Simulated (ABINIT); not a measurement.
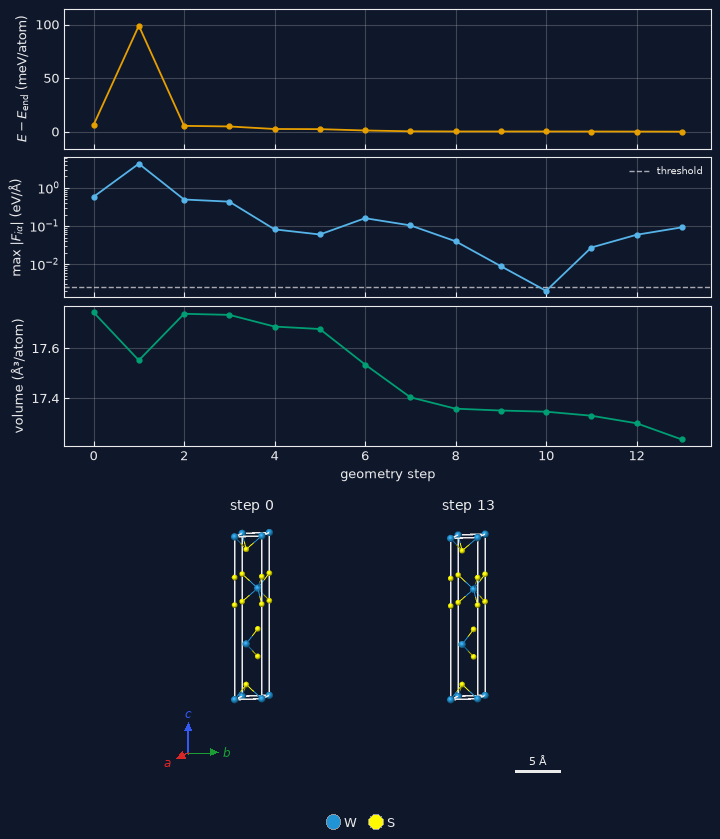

First and last geometry of a relaxation of a crystal of WS$_{2}$ (set up in R3m), with the history of the run. Style: ball-and-stick. Shown: the conventional cell (3 times the calculation's cell), slightly off an axis. Lengths and directions refer to the drawn axes.

The run lets cell and atoms move.

All numbers below come from ABINIT 10.8.3, Kohn-Sham DFT of a periodic cell, LDA, JTH PAW LDA v2.0.

Input file:
```
# Pseudopotentials
pp_dirpath "./"
pseudos "W.LDA_PW-JTH.xml, S.LDA_PW-JTH.xml"

# Structure
acell 12.1459563582 12.1459563582 12.1459563582
rprim
     0.2456683906     0.1418367115     0.9589209504
    -0.2456683906     0.1418367115     0.9589209504
     0.0000000000    -0.2836734229     0.9589209504
ntypat 2
znucl 74 16
natom 3
typat 1 2 2
xred
     0.0000000000     0.0000000000     0.0000000000
     0.5810000000     0.5810000000     0.5810000000
     0.7503000000     0.7503000000     0.7503000000
chkprim 0
chksymtnons 0
tolsym 1.0e-6

# Plane-wave basis
ecut 544.227725 eV
pawecutdg 40.0
pawovlp -1

# k points
kptopt 1
ngkpt 8 8 8
nshiftk 1
shiftk 0.0 0.0 0.0

# Exchange and correlation
ixc 7

# Bands and occupations
nband 17
occopt 3
tsmear 0.00183747

# SCF cycle
nstep 100
tolvrs 1.0e-9

# Output
iomode 3
prtwf 0
prtden 0
prteig 0
prtebands 0
enunit 1

# Relaxation
ionmov 22
ntime 60
tolmxf 5.0e-5
optcell 2
dilatmx 1.08
ecutsm 0.5
```

Run as
```bash
abinit run.abi > log 2>&1
```

**Read the history and describe the run.**

The run was cut off at its time limit before the relaxation converged, so the last structure is only a point on the way. An S atom moves most relative to the cell: 0.015 Å along +c. By element the largest moves are S 0.015 Å, W 0.010 Å. The volume changes by −2.9 %, with a = b 3.158 → 3.127 Å (−1.0 %), c 18.490 → 18.312 Å (−1.0 %). Some distances before and after: W–W 3.158 → 3.127 Å, S–W 2.415 → 2.389 Å, S–W 2.391 → 2.384 Å. The space group stays R3m (No. 160). After 13 geometry steps the energy has fallen by 6.3 meV per atom. Largest force component: 0.58 eV/Å at the start, 0.092 eV/Å at the end. The pressure goes from −3.56 to 0.26 GPa. At step 1 the optimiser overshot: the energy rose above the start, and later steps came back. The run took 41 min on 1 thread of Arm Neoverse V2, with other jobs on the host, peak memory 0.3 GiB.

```json
{"step": "0", "E − E(0), meV/atom": "0.00", "largest force component, eV/Å": "0.5824", "pressure, GPa": "-3.56", "volume, Å³/atom": "17.744"}
{"step": "1", "E − E(0), meV/atom": "92.64", "largest force component, eV/Å": "4.2785", "pressure, GPa": "4.75", "volume, Å³/atom": "17.552"}
{"step": "2", "E − E(0), meV/atom": "-0.86", "largest force component, eV/Å": "0.4945", "pressure, GPa": "-3.37", "volume, Å³/atom": "17.738"}
{"step": "3", "E − E(0), meV/atom": "-1.43", "largest force component, eV/Å": "0.4344", "pressure, GPa": "-3.24", "volume, Å³/atom": "17.734"}
{"step": "4", "E − E(0), meV/atom": "-3.79", "largest force component, eV/Å": "0.0817", "pressure, GPa": "-1.77", "volume, Å³/atom": "17.687"}
{"step": "5", "E − E(0), meV/atom": "-3.92", "largest force component, eV/Å": "0.0600", "pressure, GPa": "-1.65", "volume, Å³/atom": "17.677"}
{"step": "6", "E − E(0), meV/atom": "-5.18", "largest force component, eV/Å": "0.1603", "pressure, GPa": "-0.48", "volume, Å³/atom": "17.535"}
{"step": "7", "E − E(0), meV/atom": "-5.95", "largest force component, eV/Å": "0.1040", "pressure, GPa": "0.01", "volume, Å³/atom": "17.404"}
{"step": "8", "E − E(0), meV/atom": "-6.10", "largest force component, eV/Å": "0.0399", "pressure, GPa": "-0.22", "volume, Å³/atom": "17.358"}
{"step": "9", "E − E(0), meV/atom": "-6.11", "largest force component, eV/Å": "0.0089", "pressure, GPa": "-0.13", "volume, Å³/atom": "17.351"}
{"step": "10", "E − E(0), meV/atom": "-6.12", "largest force component, eV/Å": "0.0020", "pressure, GPa": "-0.09", "volume, Å³/atom": "17.346"}
{"step": "11", "E − E(0), meV/atom": "-6.14", "largest force component, eV/Å": "0.0274", "pressure, GPa": "-0.01", "volume, Å³/atom": "17.330"}
{"step": "12", "E − E(0), meV/atom": "-6.19", "largest force component, eV/Å": "0.0590", "pressure, GPa": "0.10", "volume, Å³/atom": "17.300"}
{"step": "13", "E − E(0), meV/atom": "-6.28", "largest force component, eV/Å": "0.0922", "pressure, GPa": "0.26", "volume, Å³/atom": "17.235"}
```
